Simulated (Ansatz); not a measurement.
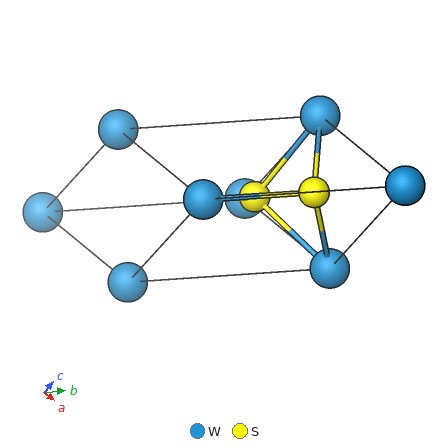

System: a slab cut from WS₂ (slab content W₅S₁₀), space group R3m (No. 160). The picture shows the bulk cell.

Structure:
```xyz
3
Lattice="1.5738 0.9086 6.3705 -1.5738 0.9086 6.3705 0.0000 -1.8173 6.3705" Properties=species:S:1:pos:R:3 pbc="T T T"
W     0.0000    0.0000   -0.0128
S     0.0000    0.0000   14.2946
S     0.0000    0.0000   11.1612
```

One of the inputs:
```
crystal:
  lattice:
    - [3.1476068045, 0.0, 0.0]
    - [-1.5738034023, 6.4349390115, 0.0]
    - [0.0, 0.0, 28.0505303909]
  atoms:
    - { symbol: S, position: [0.9004252594, 0.8008505187, 0.2673746234] }
    - { symbol: W, position: [0.5308948236, 0.0617896473, 0.2915571851] }
    - { symbol: S, position: [0.6713612265, 0.342722453, 0.3478062032] }
    - { symbol: S, position: [0.4303328959, 0.8606657918, 0.3635794168] }
    - { symbol: W, position: [0.0608024601, 0.1216049203, 0.3877619784] }
    - { symbol: S, position: [0.201268863, 0.4025377261, 0.4440109966] }
    - { symbol: S, position: [0.9602405324, 0.9204810648, 0.4597842101] }
    - { symbol: W, position: [0.5907100966, 0.1814201933, 0.4839667717] }
    - { symbol: S, position: [0.7311764995, 0.4623529991, 0.5402157899] }
    - { symbol: S, position: [0.4901481689, 0.9802963378, 0.5559890034] }
    - { symbol: W, position: [0.1206177332, 0.2412354663, 0.5801715651] }
    - { symbol: S, position: [0.261084136, 0.5221682721, 0.6364205832] }
    - { symbol: S, position: [0.0200558054, 0.0401116108, 0.6521937968] }
    - { symbol: W, position: [0.6505253697, 0.3010507393, 0.6763763584] }
    - { symbol: S, position: [0.7909917726, 0.5819835451, 0.7326253766] }
basis:
  ecutwfc: 420
kpoints:
  mp_grid: { grid: [9, 4, 1] }
hamiltonian:
  xc: pbesol
scf:
  occupations: { method: gaussian, width: 0.05 }
output:
  forces: true
  eigenvalues: true
  write_density: true
  write_potential: true
  elf: true
  volumetric_format: npy
relax:
  adjacent_minimum: "off"
  f_tol: 0.02
  max_steps: 60
efield:
  axis: 3
  dipole_correction: true
  ramp_width: 0.04
```

Launched with:
```bash
ansatz run input.yaml --threads 2 --pin off --max-ram 5120MiB --backend cpu --events-out ev --progress --plain --runs-dir out
```

Computed with Ansatz 0.2.0: spacing and rumpling of the atomic planes of a slab cut from the relaxed bulk cell along the Miller plane (conventional indices), bottom to top, after all atoms relax, plane waves with PAW datasets, Γ-centred k mesh. Level: PBEsol, no spin polarisation.

- space group in which the indices count: 160
- Miller index h: 1
- Miller index k: 0
- Miller index l: 1
- top plane: S
- bottom plane: S
- planes: 15
- surface cell: (1, 1)
- slab thickness as cut: 13.05 Å
- vacuum: 15 Å
- surface area: 20.25 Å²
- surface a: 3.148 Å
- surface b: 6.625 Å
- surface angle: 103.7 °
- slab atoms: 15
- wave cutoff: 420 eV
- k mesh: 9×4×1
- occupations: Gaussian
- smearing width: 0.05 eV
- boundary: dipole corrected

Predict the spacing change of each pair of planes. The cases: 1–2; 2–3; 3–4; 4–5; 5–6; 6–7; 7–8; 8–9; 9–10; 10–11; 11–12; 12–13; 13–14; 14–15.

The least value, −0.232 Å, is that of 2–3, and the largest, 0.782 Å, that of 1–2. In rising order: 2–3 (−0.232), 13–14 (−0.137), 5–6 (−0.028), 10–11 (−0.027), 8–9 (−0.022), 7–8 (−0.021), 4–5 (−0.009), 11–12 (0.025), 9–10 (0.034), 6–7 (0.043), 12–13 (0.056), 3–4 (0.073), 14–15 (0.516), 1–2 (0.782), in Å. The spacing to next, in Å, is 1.460 for 1–2, 1.346 for 2–3, 0.515 for 3–4, 0.669 for 4–5, 1.550 for 5–6, 0.485 for 6–7, 0.657 for 7–8, 1.555 for 8–9, 0.476 for 9–10, 0.651 for 10–11, 1.602 for 11–12, 0.498 for 12–13, 0.541 for 13–14 and 2.094 for 14–15. The content of the two planes is S and W for 1–2, W and S for 2–3, S and S for 3–4, S and W for 4–5, W and S for 5–6, S and S for 6–7, S and W for 7–8, W and S for 8–9, S and S for 9–10, S and W for 10–11, W and S for 11–12, S and S for 12–13, S and W for 13–14 and W and S for 14–15.

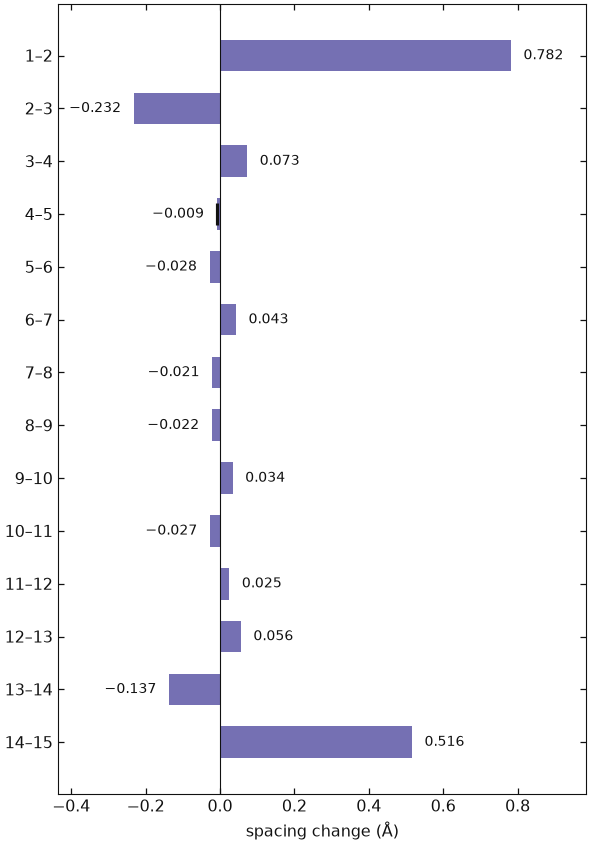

Note: k mesh lowers the symmetry; polar or open-shell cut of an insulator, not reconstructed; xc potential rough in thin density.
